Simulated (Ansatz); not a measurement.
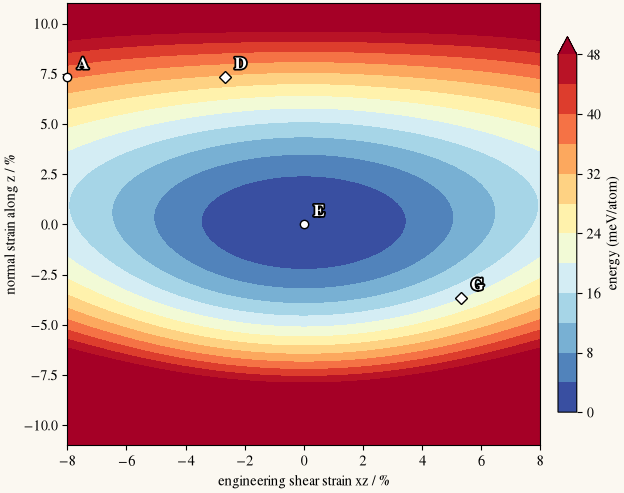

GaSb₃ (Fm-3m, No. 225; 4 atoms in the cell). The energy is mapped over two homogeneous strains (x, y and z along the cube axes). First axis: engineering shear strain xz. Second axis: normal strain along z. Nothing is relaxed (fractional coordinates fixed). The grid has 7 × 7 points; 28 points were computed and 21 follow by symmetry. Points are written as (first, second). Energies are in meV/atom, from the lowest grid point. All numbers below come from Ansatz 0.2.0, DFT LDA, scalar-relativistic, plane waves, PAW. Settings: cutoff 420 eV, k-mesh 10×10×10, gaussian smearing 0.15 eV, no spin polarisation.

In the figure: filled contours, one colour for all values above the top of the scale, lettered points. Between grid points the surface is interpolated.

**What kind of point is each of D, E, G: minimum, saddle, maximum or slope?**

D: on a slope; E: minimum; G: on a slope. (In these two coordinates alone; a stationary point may lie a little off the grid point.)

**Which space group has the cell at each letter?**

A: C2/m; D: C2/m; E: Fm-3m; G: C2/m.

PAW datasets: the set soft_1.
